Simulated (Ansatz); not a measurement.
# Run report: Cs16I15 (charge +1), field-gradient calculation (part 1 of 2)

The run: field-gradient calculation of Cs16I15 (defect cell, 31 atoms in the cell, total charge +1). Method and program: DFT, PBE, plane waves, PAW, no spin polarisation (Ansatz 0.2.0).

The structure derives from an entry of the Crystallography Open Database. Figures and captions count atoms from 1; the log counts them from 0 in places.

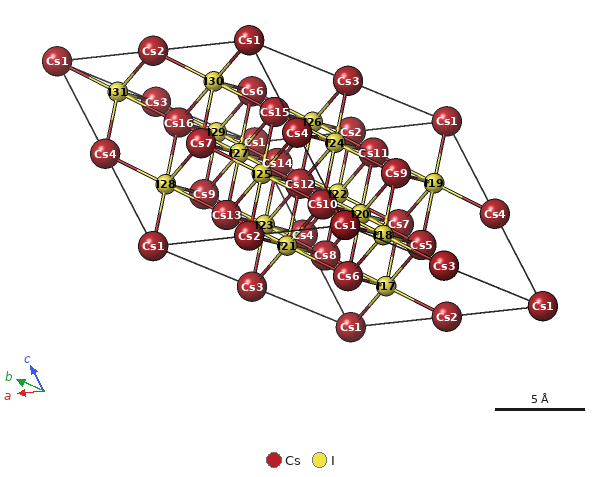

**Figure 1.** The input geometry (ball-and-stick view of the cell of the calculation, seen at an oblique angle; atoms are numbered from 1 in the order of the input). Near neighbours in the crystal (not all of them lie inside the picture): Cs has 7 I at 3.95 Å; Cs has 8 I at 3.95 Å; I has 8 Cs at 3.95 Å.

## Key numbers

| quantity | value |
| --- | --- |
| outcome | converged |
| electrons treated | 398 |
| free energy | −203478.4432 eV |
| Fermi energy | 5.391 eV |
| gap on the k-point mesh | 3.18 eV |
| pressure | 0.87 GPa |
| field gradient V_zz (10²¹ V/m²) | Cs 5.48, Cs 5.48, Cs 5.48, Cs 5.48, Cs 5.48, Cs −0.24, Cs −0.24, Cs 5.48 (the first 8 of 31 sites) |
| largest force (length of the vector) | 0.264 eV/Å |
| hardware | 4 threads of Arm Neoverse V1, 112 GiB of memory available, shared host |
| wall time | 83 s (CPU time 5.3 min) |
| peak memory | 5.4 GiB |

## Remarks

Settings chosen away from the usual ones: scf.eigensolver.kind = "davidson", basis.precision = "f64". Warnings of the run: the field gradients leave out spin–orbit coupling.

## Input file
```yaml
crystal:
  lattice:
    - [0.0, 9.1334, 9.1334]
    - [9.1334, 0.0, 9.1334]
    - [9.1334, 9.1334, 0.0]
  atoms:
    - { symbol: Cs, position: [0.0, 0.0, 0.0] }
    - { symbol: Cs, position: [0.5, 0.0, 0.0] }
    - { symbol: Cs, position: [0.0, 0.5, 0.0] }
    - { symbol: Cs, position: [0.0, 0.0, 0.5] }
    - { symbol: Cs, position: [0.25, 0.25, 0.25] }
    - { symbol: Cs, position: [0.5, 0.5, 0.0] }
    - { symbol: Cs, position: [0.5, 0.0, 0.5] }
    - { symbol: Cs, position: [0.75, 0.25, 0.25] }
    - { symbol: Cs, position: [0.0, 0.5, 0.5] }
    - { symbol: Cs, position: [0.25, 0.75, 0.25] }
    - { symbol: Cs, position: [0.25, 0.25, 0.75] }
    - { symbol: Cs, position: [0.5, 0.5, 0.5] }
    - { symbol: Cs, position: [0.75, 0.75, 0.25] }
    - { symbol: Cs, position: [0.75, 0.25, 0.75] }
    - { symbol: Cs, position: [0.25, 0.75, 0.75] }
    - { symbol: Cs, position: [0.75, 0.75, 0.75] }
    - { symbol: I, position: [0.625, 0.125, 0.125] }
    - { symbol: I, position: [0.125, 0.625, 0.125] }
    - { symbol: I, position: [0.125, 0.125, 0.625] }
    - { symbol: I, position: [0.375, 0.375, 0.375] }
    - { symbol: I, position: [0.625, 0.625, 0.125] }
    - { symbol: I, position: [0.625, 0.125, 0.625] }
    - { symbol: I, position: [0.875, 0.375, 0.375] }
    - { symbol: I, position: [0.125, 0.625, 0.625] }
    - { symbol: I, position: [0.375, 0.875, 0.375] }
    - { symbol: I, position: [0.375, 0.375, 0.875] }
    - { symbol: I, position: [0.625, 0.625, 0.625] }
    - { symbol: I, position: [0.875, 0.875, 0.375] }
    - { symbol: I, position: [0.875, 0.375, 0.875] }
    - { symbol: I, position: [0.375, 0.875, 0.875] }
    - { symbol: I, position: [0.875, 0.875, 0.875] }
total_charge: 1
kpoints:
  mp_grid: { grid: [2, 2, 2] }
scf:
  occupations: { method: fermi_dirac, width: 0.01 }
  eigensolver: { kind: davidson }
hamiltonian:
  xc: pbe
  pseudopotentials: { kind: paw }
output:
  forces: true
  stress: true
  populations: true
  efg:
    quadrupole_moments_barn: { Cs: -0.00343, I: -0.68822 }
    contact_densities: true
basis:
  precision: f64
```

Command:
```bash
ansatz run input.yaml --threads 4 --pin off --max-ram 8192MiB --backend cpu --events-out ev --progress --plain --runs-dir out
```

## The program's output
```
I, Cs: output.efg is read without spin–orbit coupling, which moves field gradients at and beside such atoms by some per cent and up to a factor of two; PAW files take it under magnetization.noncollinear and magnetization.spin_orbit
Engine: ansatz 0.2.0, aarch64-unknown-linux-gnu
Pseudopotentials: kind: paw
Pseudopotential: Cs, paw, valence charge 9, recommended cutoff 420 eV (normal), Cs.paw.azcp
Pseudopotential: I, paw, valence charge 17, recommended cutoff 420 eV (normal), I.paw.azcp
Functional definition: PBE
  parameter kappa = 0.804
  parameter beta = 0.06672455060314922
  exchange = pbe_x(kappa = kappa, mu = beta*pi^2/3)
  correlation = pbe_c(beta = beta)
Crystal: 31 atoms, lattice volume = 1523.798 Å³
Basis set: ecut = 420 eV, 29795 PW (Γ), exchange–correlation on 180×180×180 points (8 copies of the dense FFT grid, shifted against one another)
Bands: 239, of which v1, the nominal top of the filled ones, is band 199 counted from 1 (198 counted from 0)
Symmetry: 48 space group operations
Space group: Fm-3m (ITA 225), of the structure as read, at distance tolerance 1.2e-4 Å
k-points: 3 of 8
Non-local potential: Cs, projectors of the file, l = 0: 3, l = 1: 2, l = 2: 2, l = 3: 2
Non-local potential: I, projectors of the file, l = 0: 2, l = 1: 2, l = 2: 2, l = 3: 2
PAW form: soft (Blöchl's): semilocal exchange-correlation on the pseudo side does not see the compensation charge
PAW one-centre angular grid: Cs, 194 points (default); XC on 64 Gauss nodes
PAW one-centre angular grid: I, 590 points (default); XC on 64 Gauss nodes
Initial density: superposition of atomic densities (neutral atoms scaled as one to the charged cell's electrons: chi_scale 0, normalization atom), corrected by the library's trained network
Initial wavefunctions: pseudopotential atomic-orbital guess
Functional: x = pbe(κ = 0.804, μ = 0.2195149727645171), c = pbe(β = 0.06672455060314922)
SCF iter   1: F=—  HF=-203478.571884 eV  |F-HF|=—  |Δ(HF+E_count)|=         —  Δρ=4.00e-3  dr2=4.08e-1  ethr=1.77e-3  ⟨swp⟩=20.0  Hψ=3741  notcnv=9
preconditioner: auto → Resta (q_TF=auto, 2.181 Å⁻¹)  ε∞=2.8  [insulator: Δε(μ)=3.266 eV  Ē_g=10.373 eV  σ=0.010 eV  W_gap=1.00  n_scr=282 (ndim 8)  ℏωp=14.0 eV  f_vac=0.047  D(μ)=0.00/eV (n_scr^D=0)  ε∞_Penn≈2.8]
SCF iter   2: F=—  HF=-203478.446454 eV  |F-HF|=—  |Δ(HF+E_count)|=   1.25e-1  Δρ=1.41e-3  dr2=5.59e-2  ethr=1.02e-4  ⟨swp⟩=17.3  Hψ=2079  notcnv=0  defer=1
iter 3 solved again at ethr=9.33e-7 eV; its pass at ethr=1.40e-5 eV (dr2=3.71e-3 eV) is discarded
SCF iter   3: F=—  HF=-203478.437609 eV  |F-HF|=—  |Δ(HF+E_count)|=   8.85e-3  Δρ=2.69e-4  dr2=3.70e-3  ethr=9.33e-7  ⟨swp⟩=9.3  Hψ=4005  notcnv=0  defer=9
SCF iter   4: F=—  HF=-203478.441762 eV  |F-HF|=—  |Δ(HF+E_count)|=   4.15e-3  Δρ=1.02e-4  dr2=6.58e-4  ethr=9.30e-7  ⟨swp⟩=8.3  Hψ=1778  notcnv=0  defer=7
SCF iter   5: F=—  HF=-203478.443153 eV  |F-HF|=—  |Δ(HF+E_count)|=   1.39e-3  Δρ=3.55e-5  dr2=5.15e-5  ethr=1.65e-7  ⟨swp⟩=7.3  Hψ=1750  notcnv=0  defer=6
SCF iter   6: F=—  HF=-203478.443196 eV  |F-HF|=—  |Δ(HF+E_count)|=   4.32e-5  Δρ=1.67e-5  dr2=5.69e-6  ethr=1.29e-8  ⟨swp⟩=5.0  Hψ=1877  notcnv=0  defer=4
SCF iter   7: F=—  HF=-203478.443196 eV  |F-HF|=—  |Δ(HF+E_count)|=   4.05e-7  Δρ=4.16e-6  dr2=3.45e-7  ethr=1.43e-9  ⟨swp⟩=5.0  Hψ=1781  notcnv=0  defer=4
SCF iter   8: F=-203478.443196 eV  HF=-203478.443196 eV  |F-HF|=3.01e-8  |Δ(HF+E_count)|=   2.79e-7  Δρ=9.83e-7  dr2=2.03e-8  ethr=8.67e-11  ⟨swp⟩=5.0  Hψ=1912  notcnv=0  defer=4
SCF 1 converged in 8 iterations: F = -203478.443196 eV  dr2 = 2.03e-8
  Residual-converged pass: ⟨swp⟩=3.3  Hψ=2000  notcnv=0  max |occ|·‖R‖ = 6.5e-6 eV (tolerance 6.7e-6 eV)  dr2=2.16e-8  dr2_onsite=3.79e-9  max |Δocc| = 0.0e0
  greatest PAW one-centre occupation: 0.999 electrons in one spin orbital (limit 2), on the I atom at site 29 (counted from 0), in its partial waves of l = 2
SCF converged after 8 iterations
Free energy (F): -203478.443196 eV
Harris-Foulkes:  -203478.443196 eV  (|F-HF|=3.01e-8)
Internal energy: -203478.443196 eV  (E = F + TS)
E sigma→0 (E₀):  -203478.443196 eV
Fermi energy:    5.390891 eV
--- Per-component energies (eV) ---
  E_band       = -6644.817386
  E_kinetic    = 5109.753393
  E_local      = -38593.247980  (includes V_loc(G=0)·N_el)
  E_nonlocal   = -871.647466
  E_hartree    = 19133.270068
  E_xc         = -4712.411273
  E_vxc        = -3955.734674  (∫ρ·V_xc dr)
  E_paw        = -153322.490536  (= ΣΔE_a)
  E_vpaw       = -6600.480609  (= ΣTr[D̂ρ^β])
  E_aug_tail   = 0.000043  (compensation charges beyond the density's cutoff)
  E_ewald      = -30221.669445
  E_smearing   = -0.000000  (= −TS)
  E_closure    = -0.000000  (closes the sum)
  E_deformation_potential = 11.026453  (in the stress; not in F)
  Σ components = -203478.443196   (vs F -203478.443196, Δ=0.00e0)
--- Forces (eV/Å), atoms counted from 1 ---
  atom   1  Cs    -0.12813729    -0.12813729    -0.12813729
  atom   2  Cs    -0.12813729     0.12813729     0.12813729
  atom   3  Cs     0.12813729    -0.12813729     0.12813729
  atom   4  Cs     0.12813729     0.12813729    -0.12813729
  atom   5  Cs     0.12813729     0.12813729     0.12813729
  atom   6  Cs     0.00498720     0.00498720    -0.00498720
  atom   7  Cs     0.00498720    -0.00498720     0.00498720
  atom   8  Cs     0.12813729    -0.12813729    -0.12813729
  atom   9  Cs    -0.00498720     0.00498720     0.00498720
  atom  10  Cs    -0.12813729     0.12813729    -0.12813729
  atom  11  Cs    -0.12813729    -0.12813729     0.12813729
  atom  12  Cs    -0.00498720    -0.00498720    -0.00498720
  atom  13  Cs    -0.00498720    -0.00498720     0.00498720
  atom  14  Cs    -0.00498720     0.00498720    -0.00498720
  atom  15  Cs     0.00498720    -0.00498720    -0.00498720
  atom  16  Cs     0.00498720     0.00498720     0.00498720
  atom  17  I     -0.00000000    -0.00000000    -0.00000000
  atom  18  I     -0.00000000     0.00000000     0.00000000
  atom  19  I     -0.00000000    -0.00000000    -0.00000000
  atom  20  I      0.00000000    -0.00000000     0.00000000
  atom  21  I     -0.00000000    -0.00000000     0.00000000
  atom  22  I     -0.00000000     0.00000000    -0.00000000
  atom  23  I     -0.26427310    -0.00000000    -0.00000000
  atom  24  I     -0.00000000    -0.00000000    -0.00000000
  atom  25  I      0.00000000    -0.26427310    -0.00000000
  atom  26  I      0.00000000    -0.00000000    -0.26427310
  atom  27  I      0.00000000    -0.00000000    -0.00000000
  atom  28  I      0.00000000    -0.00000000     0.26427310
  atom  29  I     -0.00000000     0.26427310    -0.00000000
  atom  30  I      0.26427310     0.00000000     0.00000000
  atom  31  I      0.00000000    -0.00000000     0.00000000
  max |Σ_I F_I| component: 1.67e-16 eV/Å
--- Stress (GPa, compression-positive) ---
        0.870722      -0.000000       0.000000
        0.000000       0.870722       0.000000
        0.000000      -0.000000       0.870722
  P = ⅓ Tr σ = 0.8707 GPa (8.707 kbar)
--- PAW observables at the nuclei: V_zz in 10²¹ V/m², potentials from the cell's mean, atoms counted from 1 ---
  atom   1  Cs V_zz =    +5.479038   η = 0.0000   by run symmetry: allowed   C_q = -0.4544 MHz
            electrostatic potential = -9372.935410 V   contact ρ = 1900604.424918 e/Å³
  atom   2  Cs V_zz =    +5.479038   η = 0.0000   by run symmetry: allowed   C_q = -0.4544 MHz
            electrostatic potential = -9372.935410 V   contact ρ = 1900604.424918 e/Å³
  atom   3  Cs V_zz =    +5.479038   η = 0.0000   by run symmetry: allowed   C_q = -0.4544 MHz
            electrostatic potential = -9372.935410 V   contact ρ = 1900604.424918 e/Å³
  atom   4  Cs V_zz =    +5.479038   η = 0.0000   by run symmetry: allowed   C_q = -0.4544 MHz
            electrostatic potential = -9372.935410 V   contact ρ = 1900604.424918 e/Å³
  atom   5  Cs V_zz =    +5.479038   η = 0.0000   by run symmetry: allowed   C_q = -0.4544 MHz
            electrostatic potential = -9372.935410 V   contact ρ = 1900604.424918 e/Å³
  atom   6  Cs V_zz =    -0.236338   η = 0.0000   by run symmetry: allowed   C_q = +0.0196 MHz
            electrostatic potential = -9373.284766 V   contact ρ = 1900604.146754 e/Å³
  atom   7  Cs V_zz =    -0.236338   η = 0.0000   by run symmetry: allowed   C_q = +0.0196 MHz
            electrostatic potential = -9373.284766 V   contact ρ = 1900604.146754 e/Å³
  atom   8  Cs V_zz =    +5.479038   η = 0.0000   by run symmetry: allowed   C_q = -0.4544 MHz
            electrostatic potential = -9372.935410 V   contact ρ = 1900604.424918 e/Å³
  atom   9  Cs V_zz =    -0.236338   η = 0.0000   by run symmetry: allowed   C_q = +0.0196 MHz
            electrostatic potential = -9373.284766 V   contact ρ = 1900604.146754 e/Å³
  atom  10  Cs V_zz =    +5.479038   η = 0.0000   by run symmetry: allowed   C_q = -0.4544 MHz
            electrostatic potential = -9372.935410 V   contact ρ = 1900604.424918 e/Å³
  atom  11  Cs V_zz =    +5.479038   η = 0.0000   by run symmetry: allowed   C_q = -0.4544 MHz
            electrostatic potential = -9372.935410 V   contact ρ = 1900604.424918 e/Å³
  atom  12  Cs V_zz =    -0.236338   η = 0.0000   by run symmetry: allowed   C_q = +0.0196 MHz
            electrostatic potential = -9373.284766 V   contact ρ = 1900604.146754 e/Å³
  atom  13  Cs V_zz =    -0.236338   η = 0.0000   by run symmetry: allowed   C_q = +0.0196 MHz
            electrostatic potential = -9373.284766 V   contact ρ = 1900604.146754 e/Å³
  atom  14  Cs V_zz =    -0.236338   η = 0.0000   by run symmetry: allowed   C_q = +0.0196 MHz
            electrostatic potential = -9373.284766 V   contact ρ = 1900604.146754 e/Å³
  atom  15  Cs V_zz =    -0.236338   η = 0.0000   by run symmetry: allowed   C_q = +0.0196 MHz
            electrostatic potential = -9373.284766 V   contact ρ = 1900604.146754 e/Å³
  atom  16  Cs V_zz =    -0.236338   η = 0.0000   by run symmetry: allowed   C_q = +0.0196 MHz
            electrostatic potential = -9373.284766 V   contact ρ = 1900604.146754 e/Å³
  atom  17  I  V_zz =    +1.355756   η = 0.3791   by run symmetry: allowed   C_q = -22.5613 MHz
            electrostatic potential = -8887.149460 V   contact ρ = 1603916.197681 e/Å³
  atom  18  I  V_zz =    +1.355756   η = 0.3791   by run symmetry: allowed   C_q = -22.5613 MHz
            electrostatic potential = -8887.149460 V   contact ρ = 1603916.197681 e/Å³
  atom  19  I  V_zz =    +1.355756   η = 0.3791   by run symmetry: allowed   C_q = -22.5613 MHz
            electrostatic potential = -8887.149460 V   contact ρ = 1603916.197681 e/Å³
  atom  20  I  V_zz =    -0.000000   η = 0.0000   by run symmetry: forbidden   C_q = +0.0000 MHz
            electrostatic potential = -8887.154086 V   contact ρ = 1603916.402700 e/Å³
  atom  21  I  V_zz =    +1.355756   η = 0.3791   by run symmetry: allowed   C_q = -22.5613 MHz
            electrostatic potential = -8887.149460 V   contact ρ = 1603916.197681 e/Å³
  atom  22  I  V_zz =    +1.355756   η = 0.3791   by run symmetry: allowed   C_q = -22.5613 MHz
            electrostatic potential = -8887.149460 V   contact ρ = 1603916.197681 e/Å³
  atom  23  I  V_zz =    +5.433098   η = 0.0000   by run symmetry: allowed   C_q = -90.4126 MHz
            electrostatic potential = -8886.976376 V   contact ρ = 1603916.409649 e/Å³
  atom  24  I  V_zz =    +1.355756   η = 0.3791   by run symmetry: allowed   C_q = -22.5613 MHz
            electrostatic potential = -8887.149460 V   contact ρ = 1603916.197681 e/Å³
  atom  25  I  V_zz =    +5.433098   η = 0.0000   by run symmetry: allowed   C_q = -90.4126 MHz
            electrostatic potential = -8886.976376 V   contact ρ = 1603916.409649 e/Å³
  atom  26  I  V_zz =    +5.433098   η = 0.0000   by run symmetry: allowed   C_q = -90.4126 MHz
            electrostatic potential = -8886.976376 V   contact ρ = 1603916.409649 e/Å³
  atom  27  I  V_zz =    +0.000000   η = 0.0000   by run symmetry: forbidden   C_q = -0.0000 MHz
            electrostatic potential = -8887.179839 V   contact ρ = 1603916.021409 e/Å³
  atom  28  I  V_zz =    +5.433098   η = 0.0000   by run symmetry: allowed   C_q = -90.4126 MHz
            electrostatic potential = -8886.976376 V   contact ρ = 1603916.409649 e/Å³
  atom  29  I  V_zz =    +5.433098   η = 0.0000   by run symmetry: allowed   C_q = -90.4126 MHz
            electrostatic potential = -8886.976376 V   contact ρ = 1603916.409649 e/Å³
  atom  30  I  V_zz =    +5.433098   η = 0.0000   by run symmetry: allowed   C_q = -90.4126 MHz
            electrostatic potential = -8886.976376 V   contact ρ = 1603916.409649 e/Å³
  atom  31  I  V_zz =    -0.000000   η = 0.0000   by run symmetry: forbidden   C_q = +0.0000 MHz
            electrostatic potential = -8887.154086 V   contact ρ = 1603916.402700 e/Å³
--- Band table (eV) ---
```
